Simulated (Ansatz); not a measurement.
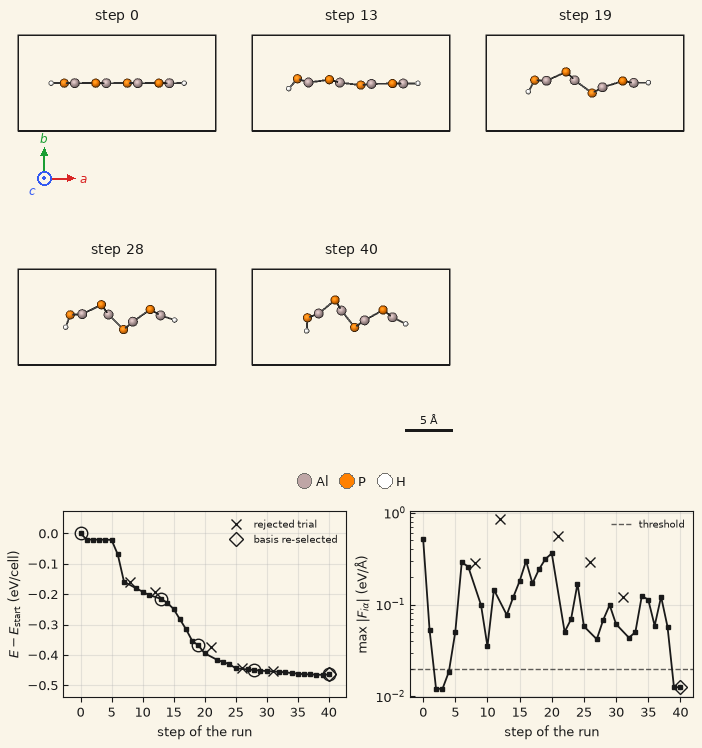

Frames of a relaxation of a wire of composition Al₂P₂H, marked on the history of the run. The picture is a ball-and-stick view of the 2 repeat of the cell, with the vacuum cut short, seen along the c axis.

Case: zigzag ribbon, 4 formula units a period, edges capped with H, edge spins parallel.

Level of theory: Ansatz, DFT PBE, scalar-relativistic, plane waves, PAW.

Input file:
```yaml
crystal:
  lattice:
    - [23.4, 0.0, 0.0]
    - [0.0, 9.3, 0.0]
    - [0.0, 0.0, 3.9395179293]
  atoms:
    - { symbol: Al, position: [0.3017537, 0.4998657827, 0.0] }
    - { symbol: Al, position: [0.4475538114, 0.4998657827, 0.5] }
    - { symbol: Al, position: [0.5933539227, 0.4998657827, 1.0] }
    - { symbol: Al, position: [0.739154034, 0.4998657827, 0.5], spin: 1.0 }
    - { symbol: P, position: [0.2531536629, 0.5001342173, 0.5], spin: 1.0 }
    - { symbol: P, position: [0.3989537742, 0.5001342173, 0.0] }
    - { symbol: P, position: [0.5447538856, 0.5001342173, 0.5] }
    - { symbol: P, position: [0.6905539969, 0.5001342173, 0.0] }
    - { symbol: H, position: [0.8075300612, 0.5000546148, 0.5] }
    - { symbol: H, position: [0.1924699388, 0.4999666288, 0.5] }
basis:
  ecutwfc: 420
kpoints:
  mp_grid: { grid: [1, 1, 14] }
hamiltonian:
  xc: pbe
scf:
  occupations: { method: gaussian, width: 0.05 }
output:
  forces: true
  stress: true
  eigenvalues: true
  populations: true
  write_density: true
  write_potential: true
  elf: true
  volumetric_format: npy
magnetization:
  spin_polarized: true
relax:
  adjacent_minimum: "off"
  f_tol: 0.02
  max_steps: 45
  cell: { fix: [a, b, alpha, beta, gamma], stress_tol: 0.03 }
```

Command:
```bash
ansatz run input.yaml --threads 4 --pin off --max-ram 11264MiB --backend cpu --events-out ev --progress --plain --runs-dir out
```

**What happens along the run?**

The energy falls by 0.464 eV per cell of the calculation in 34 accepted moves (40 points after the start). The largest force component goes from 0.52 to 0.013 eV/Å. The line search rejected the trial steps at points 8, 12, 21, 26, 31 of the run. The SCF was repeated once at an unchanged geometry on a basis and grid sized afresh for the cell, which shifted the energy by 1.3 meV per cell of the calculation at most. The largest move relative to the centre of the atoms is that of H10, 2.76 Å. By element the largest moves are H 2.76 Å, P 1.94 Å, Al 1.18 Å. Along the periodic axis the drawn cell goes c 7.879 → 7.662 Å (−2.8 %). Some distances before and after: Al2–P6 2.274 → 2.338 Å, Al3–P7 2.274 → 2.326 Å, Al1–P5 2.274 → 2.316 Å, Al4–P8 2.274 → 2.308 Å. Bond angles that change, for instance: Al1–P6–Al2 120.0° → 85.3°, Al2–P7–Al3 120.0° → 91.6°, Al3–P8–Al4 120.0° → 102.5°. The program noted that the starting moments weren't kept. From step 0 to 13: H10 moves most (0.70 Å), energy −0.215 eV per cell of the calculation. From step 13 to 19: P atoms move most (0.91 Å), energy −0.153 eV per cell of the calculation. From step 19 to 28: P8 moves most (0.77 Å), energy −81.1 meV per cell of the calculation. From step 28 to 40: H10 moves most (0.86 Å), energy −14.4 meV per cell of the calculation.

| step | E − E(0), meV/atom | largest force component, eV/Å | note |
| --- | --- | --- | --- |
| 0 | 0.00 | 0.5167 |  |
| 1 | -2.01 | 0.0527 |  |
| 2 | -2.03 | 0.0122 |  |
| 3 | -2.04 | 0.0120 |  |
| 4 | -2.04 | 0.0186 |  |
| 5 | -2.12 | 0.0505 |  |
| 6 | -6.90 | 0.2877 |  |
| 7 | -15.87 | 0.2592 |  |
| 8 | -15.82 | 0.2840 | rejected |
| 9 | -18.09 | 0.0986 |  |
| 10 | -19.17 | 0.0350 |  |
| 12 | -19.38 | 0.8470 | rejected |
| 13 | -21.52 | 0.0771 |  |
| 15 | -24.86 | 0.1797 |  |
| 16 | -28.22 | 0.2977 |  |
| 18 | -35.36 | 0.2408 |  |
| 19 | -36.87 | 0.3126 |  |
| 21 | -37.35 | 0.5647 | rejected |
| 23 | -42.37 | 0.0692 |  |
| 24 | -43.01 | 0.1687 |  |
| 26 | -44.28 | 0.2880 | rejected |
| 27 | -44.77 | 0.0419 |  |
| 29 | -45.14 | 0.0988 |  |
| 31 | -45.15 | 0.1218 | rejected |
| 32 | -45.55 | 0.0435 |  |
| 34 | -45.98 | 0.1239 |  |
| 35 | -46.14 | 0.1131 |  |
| 37 | -46.39 | 0.1218 |  |
| 38 | -46.48 | 0.0572 |  |
| 40 | -46.42 | 0.0126 | same geometry, new basis |
